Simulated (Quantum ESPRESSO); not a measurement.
# SiC (F-43m): a volume series of phonon spectra

Aim: how the vibrations of SiC shift with volume, and the expansion that follows.

Program: Quantum ESPRESSO 7.5. Level of theory: DFT LDA, scalar-relativistic, plane waves, GBRV ultrasoft pseudopotentials. Results are calculated unless marked as measured.

## (1) Set-up

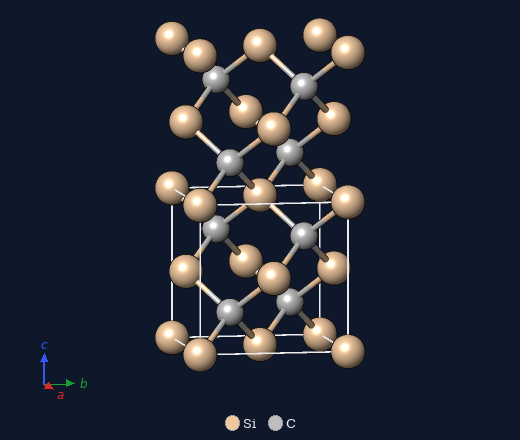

The cell as given, slightly off an axis (silicon light orange, carbon light grey). 1×1×2 cells are drawn. This picture shows the conventional cell, with its axes. Bonds to atoms that aren't drawn are left out. Some periodic images of atoms are drawn too.

## (2) A first coarse run

Before spending time, one coarse run tells the gap and the pressure of the starting cell.

The input, probe.in:

```
&control
   calculation = 'scf'
   prefix = 'x'
   outdir = './tmp'
   pseudo_dir = './pseudo'
   tprnfor = .true.
   tstress = .true.
   verbosity = 'high'
/
&system
   ibrav = 0
   nat = 2
   ntyp = 2
   ecutwfc = 45.0
   ecutrho = 270.0
   occupations = 'smearing'
   smearing = 'gaussian'
   degauss = 0.01
/
&electrons
   conv_thr = 1.0d-07
   mixing_beta = 0.7
   electron_maxstep = 100
/
ATOMIC_SPECIES
 Si     28.0850  Si.upf
 C      12.0110  C.upf
CELL_PARAMETERS angstrom
     0.000000000    2.179000000    2.179000000
     2.179000000    0.000000000    2.179000000
     2.179000000    2.179000000    0.000000000
ATOMIC_POSITIONS crystal
 Si     0.000000000   0.000000000   0.000000000
 C      0.250000000   0.250000000   0.250000000
K_POINTS automatic
 8 8 8 0 0 0
```

Started as:

```bash
$ OMP_NUM_THREADS=1 mpirun -n 8 pw.x -nk 8 -in probe.in > probe.out
```

Log:

```text
Program PWSCF v.7.5

     This program is part of the open-source Quantum ESPRESSO suite
     for quantum simulation of materials; please cite
         "P. Giannozzi et al., J. Phys.:Condens. Matter 21 395502 (2009);
         "P. Giannozzi et al., J. Phys.:Condens. Matter 29 465901 (2017);
         "P. Giannozzi et al., J. Chem. Phys. 152 154105 (2020);
     in publications or presentations arising from this work. More details at

     Message from routine setup:
     using ibrav=0 with symmetry is DISCOURAGED, use correct ibrav instead

     G-vector sticks info
     --------------------
     sticks:   dense  smooth     PW     G-vecs:    dense   smooth      PW
     Sum         637     421    139                10417     5769    1067

     Using Slab Decomposition

     bravais-lattice index     =            0
     lattice parameter (alat)  =       5.8233  a.u.
     unit-cell volume          =     139.6363 (a.u.)^3
     number of atoms/cell      =            2
     number of atomic types    =            2
     number of electrons       =         8.00
     number of Kohn-Sham states=            8
     kinetic-energy cutoff     =      45.0000  Ry
     charge density cutoff     =     270.0000  Ry
     scf convergence threshold =      1.0E-07
     mixing beta               =       0.7000
     number of iterations used =            8  plain     mixing
     Exchange-correlation= SLA  PZ   NOGX NOGC
                           (   1   1   0   0   0   0   0)

     celldm(1)=   5.823326  celldm(2)=   0.000000  celldm(3)=   0.000000
     celldm(4)=   0.000000  celldm(5)=   0.000000  celldm(6)=   0.000000

     crystal axes: (cart. coord. in units of alat)
               a(1) = (   0.000000   0.707107   0.707107 )
               a(2) = (   0.707107   0.000000   0.707107 )
               a(3) = (   0.707107   0.707107   0.000000 )

     reciprocal axes: (cart. coord. in units 2 pi/alat)
               b(1) = ( -0.707107  0.707107  0.707107 )
               b(2) = (  0.707107 -0.707107  0.707107 )
               b(3) = (  0.707107  0.707107 -0.707107 )

     PseudoPot. # 1 for Si read from file:
     ./pseudo/Si.upf
     Pseudo is Ultrasoft + core correction, Zval =  4.0
     Using radial grid of  899 points,  6 beta functions with:
                l(1) =   0
                l(2) =   0
                l(3) =   1
                l(4) =   1
                l(5) =   2
                l(6) =   2
     Q(r) pseudized with  8 coefficients,  rinner =    0.900   0.900   0.900
                                                       0.900   0.900

     PseudoPot. # 2 for C  read from file:
     ./pseudo/C.upf
     Pseudo is Ultrasoft + core correction, Zval =  4.0
     Using radial grid of  721 points,  4 beta functions with:
                l(1) =   0
                l(2) =   0
                l(3) =   1
                l(4) =   1
     Q(r) pseudized with  8 coefficients,  rinner =    1.100   1.100   1.100

     atomic species   valence    mass     pseudopotential
     Si                4.00    28.08500     Si( 1.00)
     C                 4.00    12.01100     C ( 1.00)

     24 Sym. Ops. (no inversion) found

                                    s                        frac. trans.

      isym =  1     identity

 cryst.   s( 1) = (     1          0          0      )
                  (     0          1          0      )
                  (     0          0          1      )

 cart.    s( 1) = (  1.0000000 -0.0000000  0.0000000 )
                  ( -0.0000000  1.0000000  0.0000000 )
                  ( -0.0000000  0.0000000  1.0000000 )

      isym =  2     180 deg rotation - cart. axis [0,0,1]

 cryst.   s( 2) = (     0          1         -1      )
                  (     1          0         -1      )
                  (     0          0         -1      )

 cart.    s( 2) = ( -1.0000000  0.0000000  0.0000000 )
                  (  0.0000000 -1.0000000  0.0000000 )
                  (  0.0000000 -0.0000000  1.0000000 )

      isym =  3     180 deg rotation - cart. axis [0,1,0]

 cryst.   s( 3) = (     0         -1          1      )
                  (     0         -1          0      )
                  (     1         -1          0      )

 cart.    s( 3) = ( -1.0000000 -0.0000000 -0.0000000 )
                  (  0.0000000  1.0000000 -0.0000000 )
                  (  0.0000000  0.0000000 -1.0000000 )

      isym =  4     180 deg rotation - cart. axis [1,0,0]

 cryst.   s( 4) = (    -1          0          0      )
                  (    -1          0          1      )
                  (    -1          1          0      )

 cart.    s( 4) = (  1.0000000  0.0000000 -0.0000000 )
                  ( -0.0000000 -1.0000000 -0.0000000 )
                  ( -0.0000000 -0.0000000 -1.0000000 )

      isym =  5     120 deg rotation - cart. axis [-1,-1,-1]

 cryst.   s( 5) = (     0          0          1      )
[...]
cart.    s( 5) = (  0.0000000  1.0000000 -0.0000000 )
[...]
isym =  6     120 deg rotation - cart. axis [-1,1,1]

 cryst.   s( 6) = (     1         -1          0      )
[...]
cart.    s( 6) = ( -0.0000000 -1.0000000 -0.0000000 )
[...]
isym =  7     120 deg rotation - cart. axis [1,1,-1]

 cryst.   s( 7) = (    -1          1          0      )
[...]
cart.    s( 7) = ( -0.0000000  1.0000000  0.0000000 )
[...]
isym =  8     120 deg rotation - cart. axis [1,-1,1]

 cryst.   s( 8) = (     0          0         -1      )
[...]
cart.    s( 8) = (  0.0000000 -1.0000000  0.0000000 )
[...]
isym =  9     120 deg rotation - cart. axis [1,1,1]

 cryst.   s( 9) = (     0          1          0      )
[...]
cart.    s( 9) = ( -0.0000000  0.0000000  1.0000000 )
[...]
isym = 10     120 deg rotation - cart. axis [-1,1,-1]

 cryst.   s(10) = (    -1          0          1      )
[...]
cart.    s(10) = (  0.0000000 -0.0000000  1.0000000 )
[...]
isym = 11     120 deg rotation - cart. axis [1,-1,-1]

 cryst.   s(11) = (     1          0         -1      )
[...]
cart.    s(11) = (  0.0000000  0.0000000 -1.0000000 )
[...]
isym = 12     120 deg rotation - cart. axis [-1,-1,1]

 cryst.   s(12) = (     0         -1          0      )
[...]
cart.    s(12) = ( -0.0000000 -0.0000000 -1.0000000 )
[...]
isym = 13     inv. 180 deg rotation - cart. axis [1,1,0]

[...]
k = 0.3536 0.1768-0.1768 (   703 PWs)   bands (ev):

    -3.7631   3.2272   7.6308   7.6779  14.5382  16.7297  17.9152  18.5572

     occupation numbers
     1.0000   1.0000   1.0000   1.0000   0.0000   0.0000   0.0000   0.0000

          k =-0.2652-0.4419 0.4419 (   712 PWs)   bands (ev):

[...]
occupation numbers
[...]
k =-0.1768-0.3536 0.3536 (   714 PWs)   bands (ev):

[...]
occupation numbers
[...]
k =-0.0884-0.2652 0.2652 (   720 PWs)   bands (ev):

[...]
occupation numbers
[...]
k = 0.0000-0.1768 0.1768 (   706 PWs)   bands (ev):

[...]
occupation numbers
[...]
k = 0.3536 0.0000 0.0000 (   713 PWs)   bands (ev):

[...]
occupation numbers
[...]
k = 0.4419 0.0884-0.0884 (   710 PWs)   bands (ev):

[...]
occupation numbers
[...]
k =-0.1768-0.5303 0.5303 (   711 PWs)   bands (ev):

[...]
occupation numbers
[...]
k =-0.0884-0.4419 0.4419 (   710 PWs)   bands (ev):

[...]
occupation numbers
[...]
k = 0.0000-0.3536 0.3536 (   708 PWs)   bands (ev):

[...]
k = 0.5303-0.0000 0.0000 (   709 PWs)   bands (ev):

[...]
k =-0.0884-0.6187 0.6187 (   714 PWs)   bands (ev):

[...]
k = 0.0000-0.5303 0.5303 (   718 PWs)   bands (ev):

[...]
k =-0.7071 0.0000 0.0000 (   724 PWs)   bands (ev):

[...]
k = 0.3536 0.1768 0.0000 (   708 PWs)   bands (ev):

[...]
occupation numbers
[...]
k =-0.2652-0.4419 0.6187 (   712 PWs)   bands (ev):

[...]
occupation numbers
[...]
k =-0.1768-0.3536 0.5303 (   714 PWs)   bands (ev):

[...]
occupation numbers
[...]
k =-0.1768-0.5303 0.7071 (   712 PWs)   bands (ev):

[...]
occupation numbers
[...]
k =-0.0884-0.4419 0.6187 (   713 PWs)   bands (ev):

    -1.2156   2.0819   4.2023   5.8063  13.4894  17.1872  18.9449  21.2495

     occupation numbers
     1.0000   1.0000   1.0000   1.0000   0.0000   0.0000   0.0000   0.0000

          k = 0.0000-0.3536 0.5303 (   712 PWs)   bands (ev):

    -1.5851   2.3991   3.9316   6.3748  14.1729  17.5055  18.8691  20.5571

     occupation numbers
     1.0000   1.0000   1.0000   1.0000   0.0000   0.0000   0.0000   0.0000

          k =-0.7071 0.1768-0.0000 (   714 PWs)   bands (ev):

    -0.8787   1.7100   5.1305   5.1573  12.2289  15.0995  21.0346  22.3387

     occupation numbers
     1.0000   1.0000   1.0000   1.0000   0.0000   0.0000   0.0000   0.0000

          k =-0.7071 0.3536 0.0000 (   724 PWs)   bands (ev):

    -0.7501   2.1823   4.1990   4.5062  14.3576  18.5466  18.5875  18.8395

     occupation numbers
     1.0000   1.0000   1.0000   1.0000   0.0000   0.0000   0.0000   0.0000

     the Fermi energy is     9.9637 ev

!    total energy              =     -21.19999777 Ry
     estimated scf accuracy    <       0.00000005 Ry
     smearing contrib. (-TS)   =      -0.00000000 Ry
     internal energy E=F+TS    =     -21.19999777 Ry

     The total energy is F=E-TS. E is the sum of the following terms:
     one-electron contribution =       5.52307409 Ry
     hartree contribution      =       2.31403779 Ry
     xc contribution           =      -8.10588788 Ry
     ewald contribution        =     -20.93122177 Ry

     convergence has been achieved in   7 iterations

     Forces acting on atoms (cartesian axes, Ry/au):

     atom    1 type  1   force =     0.00000000   -0.00000000   -0.00000000
     atom    2 type  2   force =    -0.00000000   -0.00000000   -0.00000000
     The non-local contrib.  to forces
     atom    1 type  1   force =     0.00000000    0.00000000   -0.00000000
     atom    2 type  2   force =    -0.00000000    0.00000000   -0.00000000
     The ionic contribution  to forces
     atom    1 type  1   force =    -0.00000000   -0.00000000   -0.00000000
     atom    2 type  2   force =     0.00000000    0.00000000    0.00000000
     The local contribution  to forces
     atom    1 type  1   force =     0.00000000   -0.00000000    0.00000000
     atom    2 type  2   force =     0.00000000    0.00000000    0.00000000
     The core correction contribution to forces
     atom    1 type  1   force =     0.00000000    0.00000000   -0.00000000
     atom    2 type  2   force =     0.00000000    0.00000000    0.00000000
     The Hubbard contrib.    to forces
     atom    1 type  1   force =     0.00000000    0.00000000    0.00000000
     atom    2 type  2   force =     0.00000000    0.00000000    0.00000000
     The SCF correction term to forces
     atom    1 type  1   force =     0.00000000   -0.00000000   -0.00000000
     atom    2 type  2   force =    -0.00000000    0.00000000   -0.00000000

     Total force =     0.000000     Total SCF correction =     0.000000

     Computing stress (Cartesian axis) and pressure

          total   stress  (Ry/bohr**3)                   (kbar)     P=      -45.18
  -0.00030714   0.00000000   0.00000000          -45.18        0.00        0.00
   0.00000000  -0.00030714   0.00000000            0.00      -45.18        0.00
  -0.00000000   0.00000000  -0.00030714           -0.00        0.00      -45.18

     kinetic stress (kbar)   6938.38     -0.00      0.00
                               -0.00   6938.38     -0.00
                                0.00     -0.00   6938.38

     local   stress (kbar)  -1107.46      0.00      0.00
                                0.00  -1107.46      0.00
                                0.00      0.00  -1107.46

     nonloc. stress (kbar)   2879.73      0.00      0.00
                                0.00   2879.73      0.00
                                0.00      0.00   2879.73

     hartree stress (kbar)    812.60      0.00     -0.00
                                0.00    812.60      0.00
                               -0.00      0.00    812.60

     exc-cor stress (kbar)    -76.14      0.00      0.00
                                0.00    -76.14      0.00
                                0.00      0.00    -76.14

     corecor stress (kbar)  -2142.04     -0.00      0.00
                               -0.00  -2142.04     -0.00
                                0.00     -0.00  -2142.04

     ewald   stress (kbar)  -7350.26      0.00      0.00
                                0.00  -7350.26      0.00
                                0.00      0.00  -7350.26

     hubbard stress (kbar)      0.00      0.00      0.00
                                0.00      0.00      0.00
                                0.00      0.00      0.00

     DFT-D   stress (kbar)      0.00      0.00      0.00
[...]
XDM     stress (kbar)      0.00      0.00      0.00
[...]
dft-nl  stress (kbar)      0.00      0.00      0.00
                                0.00      0.00      0.00
                                0.00      0.00      0.00

     TS-vdW  stress (kbar)      0.00      0.00      0.00
                                0.00      0.00      0.00
                                0.00      0.00      0.00

     MDB     stress (kbar)      0.00      0.00      0.00
                                0.00      0.00      0.00
                                0.00      0.00      0.00

     3D-RISM stress (kbar)      0.00      0.00      0.00
                                0.00      0.00      0.00
                                0.00      0.00      0.00

     Writing all to output data dir ./tmp/x.save/ :
     XML data file, charge density, pseudopotentials, collected wavefunctions

   JOB DONE.
```

Run time: 1.4 s. Hardware: 8 MPI ranks of Arm Neoverse V1, shared host; 10 s of CPU time.

Numbers from this step:

| Item | Value |
| --- | --- |
| volume per atom | 10.35 Å³ |
| pressure | -4.518 GPa |
| gap on the k-mesh | 1.318 eV |

The start is under -4.5 GPa at this level and looks like an insulator or semiconductor on this mesh.

(Part 1 of 8 ends here.)

[Logs are printed without paths, hosts, clocks, repeated set-up lines and the standing remarks that a program may print on its own settings, such as how far it seeks lower states.]

[Hosts, paths, dates, database ids (printed as entryN), source tags and the programs' standing remarks are cut or masked in the printed files.]

[A step with changed settings may run another functional than the one named; its input shows which.]

[Of the runs on displaced cells, only some may be shown.]
